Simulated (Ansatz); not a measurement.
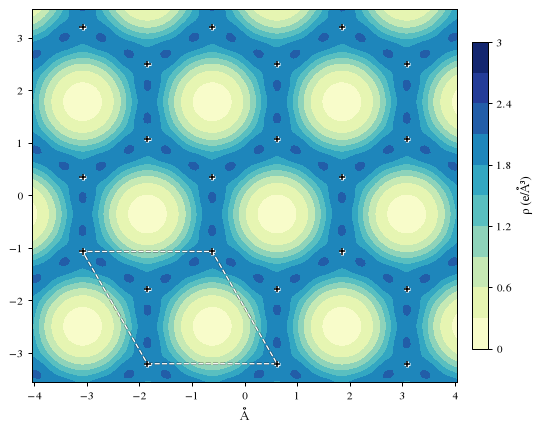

The valence electron density on a plane through atoms (crosses mark nuclei in the plane).

The calculation used DFT PBE, scalar-relativistic, plane waves, PAW in Ansatz 0.2.0.

Candidates:
A. Si, a = 5.47 Å, b = 5.47 Å, c = 5.47 Å, α = 90.00°, β = 90.00°, γ = 90.00°. Space group Fd-3m.
B. Si$_{3}$Mo (slab), a = 3.22 Å, b = 3.22 Å, c = 24.21 Å, α = 90.00°, β = 90.00°, γ = 90.00°. Computed without spin polarisation.
C. C, a = 2.47 Å, b = 2.47 Å, c = 12.79 Å, α = 90.08°, β = 89.92°, γ = 120.00°. Space group R-3m; a structure from a database of computed crystals, not necessarily the ambient phase.

Which system is this?

Candidate C: C on the (001) plane of the conventional cell, which holds C. C–C (1.42 Å): ρ at the midpoint is about 2 e/Å³.
